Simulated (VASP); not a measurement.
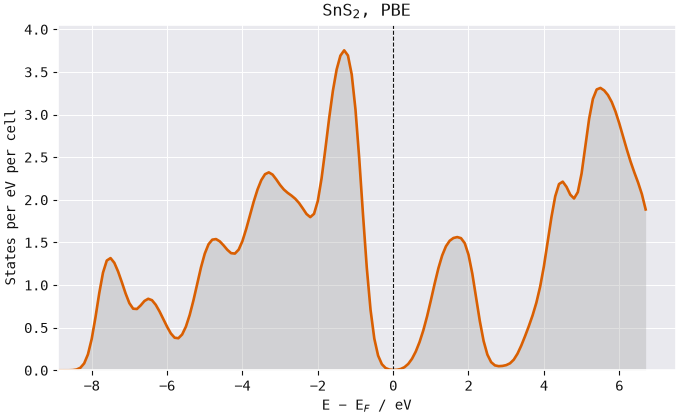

Density of states. Energies are counted from the Fermi level, put mid-gap where there is a gap. The DOS curve is built from the levels of the k mesh with Gaussians 0.55 eV wide, which also blur the band edges; ripples of that width can come from the mesh.

System: CdI2-type SnS$_{2}$, space group P-3m1 (No. 164), 3 atoms in the cell.

```xyz
3
Lattice="3.6671 0.0000 0.0000 -1.8335 3.1758 0.0000 0.0000 0.0000 5.8110" Properties=species:S:1:pos:R:3 pbc="T T T"
Sn    0.0000    0.0000    0.0000
S     0.0000    2.1172    1.4781
S     1.8335    1.0586    4.3330
```

VASP 6.6.1; PBE, VASP PAW PBE potentials, release 64 (Sn_d, S), no spin polarisation, no spin-orbit coupling, 9×9×5 k mesh, 520 eV cutoff.

Is there a gap at the Fermi level, and how wide?

There is a gap; over the k points computed it is 1.29 eV (indirect; the smallest direct gap on the k mesh is 1.75 eV).

Where is the tallest peak of the filled states in the window?

Within the window shown, the tallest peak of the filled states lies 0.6 eV under the valence-band top, at about 3.8 states per eV and cell.

Spin-orbit coupling is left out, which matters for Sn. LDA, GGA and most meta-GGA functionals understate gaps. The cell was derived from a database entry in an earlier step, so it needn't be the measured one.
